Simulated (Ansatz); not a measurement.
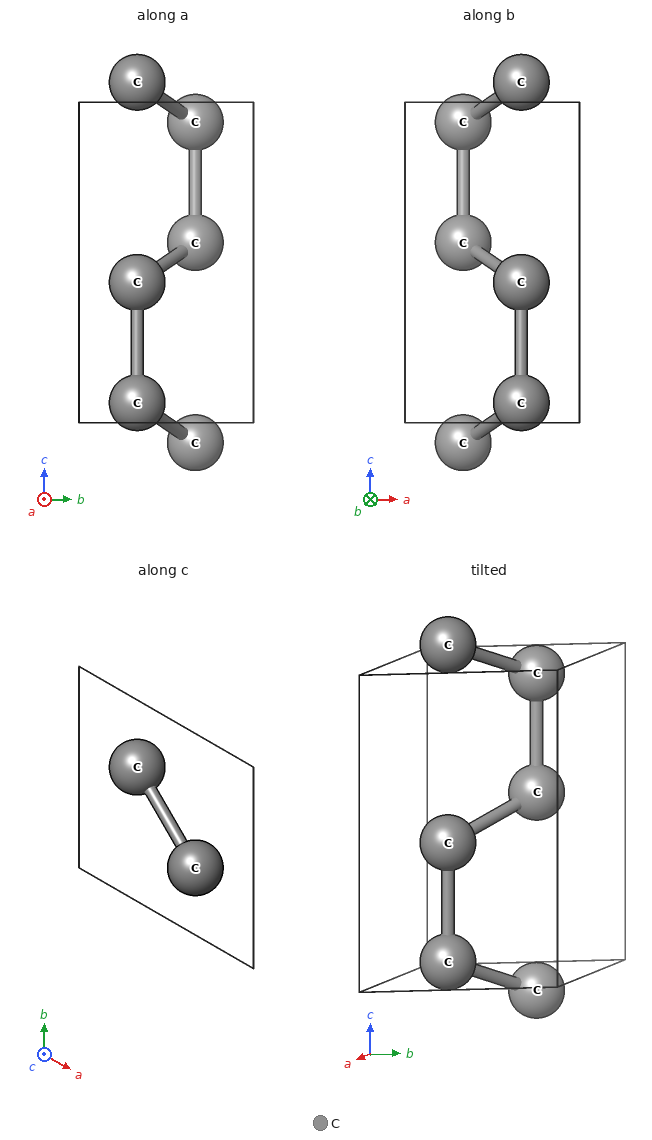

Structure drawing (ball-and-stick), viewed along the a axis, along the b axis, along the c axis and slightly off an axis. The lines enclose the conventional unit cell; boundary atoms appear with their images.

Lattice parameters: a = 2.5032 Å, b = 2.5032 Å, c = 3.9825 Å, α = 90.000°, β = 90.000°, γ = 120.000°.

Write down what is shown as a CIF with its space group and independent sites, with free fractional coordinates to two decimals.

```cif
data_structure
_symmetry_space_group_name_H-M 'P 63/m m c'
_symmetry_Int_Tables_number 194
_cell_length_a 2.5032
_cell_length_b 2.5032
_cell_length_c 3.9825
_cell_angle_alpha 90.000
_cell_angle_beta 90.000
_cell_angle_gamma 120.000
_cell_volume 21.61
loop_
_atom_site_label
_atom_site_type_symbol
_atom_site_symmetry_multiplicity
_atom_site_Wyckoff_symbol
_atom_site_fract_x
_atom_site_fract_y
_atom_site_fract_z
_atom_site_occupancy
C1 C 4 f 0.3333 0.6667 0.56 1
```

Origin of the cell: a structure type filled with this element by a generator (whether the element takes this form wasn't checked). The cell was then strained or its atoms displaced on purpose. It was run through Ansatz as a DFT input.

At this level of theory the cell isn't at rest (compressed, at 18 GPa), so its distances can differ from those at equilibrium, the more so the softer the solid.
